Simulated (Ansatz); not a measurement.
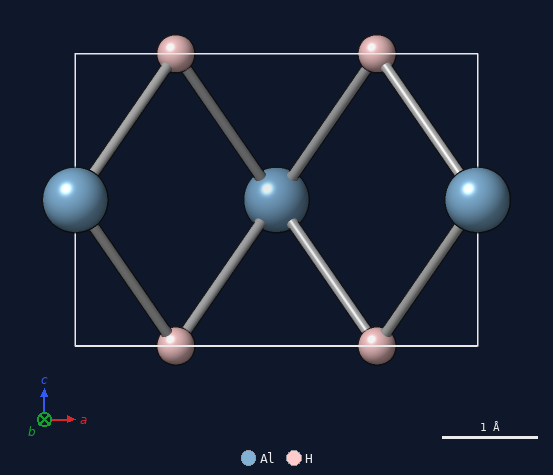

Starting structure of crystalline AlH$_{2}$ (a generated structure, set up in Cmmm) (coarse preliminary run). Style: ball-and-stick. Shown: the conventional cell (2 times the calculation's cell), along the b axis. Lengths and directions refer to the drawn axes.

Computed with DFT PBE, scalar-relativistic, plane waves, PAW in Ansatz.

Input file:
```yaml
crystal:
  lattice:
    - [2.11770872, -2.3327764, 0.0]
    - [2.11770872, 2.3327764, 0.0]
    - [0.0, 0.0, 3.07540528]
  atoms:
    - { symbol: Al, position: [0.0, 0.0, 0.5] }
    - { symbol: H, position: [0.0, 0.5, 0.0] }
    - { symbol: H, position: [0.5, 0.0, 0.0] }
basis:
  ecutwfc: 420
kpoints:
  mp_grid: { grid: [6, 6, 6] }
hamiltonian:
  xc: pbe
scf:
  occupations: { method: gaussian, width: 0.1 }
  lower_state_search: "off"
output:
  forces: true
  stress: true
  eigenvalues: true
relax:
  adjacent_minimum: "off"
  f_tol: 0.04
  max_steps: 70
  cell: { stress_tol: 0.4 }
```

Command:
```bash
ansatz run input.yaml --threads 1 --pin off --max-ram 2560MiB --backend cpu --events-out ev --progress --plain --runs-dir out
```

Predict the outcome.

No atom moves by more than 0.005 Å relative to the cell. The volume changes by −20.0 %, with a 4.235 → 4.237 Å (0.0 %), b 4.666 → 4.238 Å (−9.2 %), c 3.075 → 2.709 Å (−11.9 %). Among the contacts that change: Al1–H2 2.201 → 2.020 Å. The space group (tolerance 0.01 Å) goes from Cmmm (No. 65) to P4/mmm (No. 123). After 6 accepted moves (7 points after the start) the energy has fallen by 0.442 eV per cell of the calculation. All forces vanish by symmetry, so only the cell relaxes. Pressure: −12.60 GPa at the start and −0.09 GPa at the end. At 1 point the geometry stayed and the basis and grid were re-selected for the new cell (energy shift of 2.9 meV per cell of the calculation at most each time). The run took 6 s on 1 thread of Arm Neoverse V2, with other jobs on the host, peak memory 0.27 GiB.

Step by step:

| step | E − E(0), meV/atom | pressure, GPa | volume, Å³/atom | note |
| --- | --- | --- | --- | --- |
| 0 | 0.00 | -12.60 | 10.129 |  |
| 1 | -80.64 | -9.93 | 9.412 |  |
| 2 | -133.08 | -5.09 | 8.683 |  |
| 3 | -145.69 | -1.71 | 8.249 |  |
| 4 | -146.22 | 0.50 | 8.096 |  |
| 5 | -148.18 | 0.01 | 8.111 |  |
| 6 | -148.22 | 0.00 | 8.108 |  |
| 7 | -147.24 | -0.09 | 8.108 | same geometry, new basis |

Final geometry:

```
Al H
1.0
     2.11844   -2.11903    0.00000
     2.11844    2.11903    0.00000
     0.00000    0.00000    2.70913
Al H
1 2
Cartesian
  4.2369 0.0000 1.3546
  3.1777 -1.0595 2.7091
  3.1777 1.0595 2.7091
```

After the run, drawn alike:

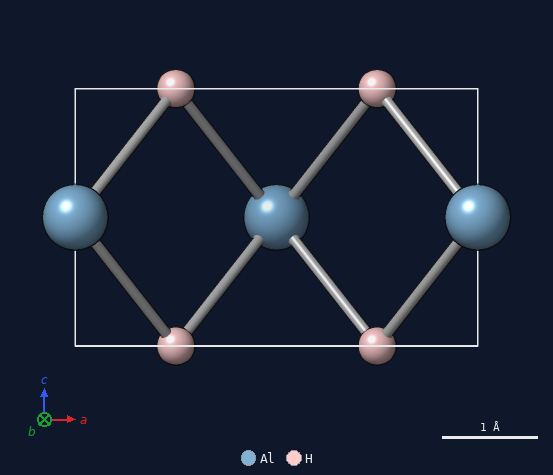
